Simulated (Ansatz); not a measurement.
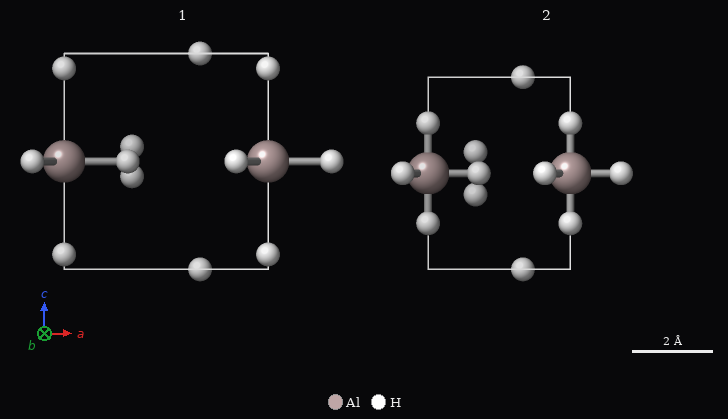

Two geometries of a crystal of AlH8 (a generated structure, set up in P-6m2) (coarse preliminary run), drawn at one scale. One is the start of a relaxation, the other its converged end. A ball-and-stick model of the cell of the calculation, seen along the b axis.

All numbers below come from DFT PBE, scalar-relativistic, plane waves, PAW in Ansatz. Settings: plane-wave cutoff 420 eV; k-point mesh 6 × 6 × 4; occupations gaussian; smearing width 0.1 eV; no spin polarisation; cell and atoms relaxed; force threshold 0.04 eV/Å; at most 70 steps.

### Which of the two is the end point?

Structure 1 is the relaxed one. Over 20 accepted moves (27 points after the start) the energy falls by 1224 meV per atom. The largest force component goes from 9.2 to 0.003 eV/Å. The pressure goes from 41.63 to 0.15 GPa. The line search rejected the trial steps at points 6, 17, 20, 22 of the run. The SCF was repeated 3 times at an unchanged geometry on a basis and grid sized afresh for the cell, which shifted the energy by 28.5 meV per atom at most. The largest moves relative to the cell, 0.93 Å, are those of H atoms. Al stays in place. Cell: a = b 4.128 → 5.919 Å (+43.4 %), c 4.830 → 5.426 Å (+12.3 %). Volume +131.0 %. Among the contacts that change: H–H 2.314 → 0.749 Å, Al–H 1.258 → 2.338 Å, Al–H 1.275 → 1.599 Å, H–H 1.069 → 0.748 Å. New bonds form: H–H (1.07 → 0.75 Å), H–H (2.31 → 0.75 Å). Bonds break: Al–H (1.26 → 2.34 Å). The space group stays P-6m2 (No. 187).
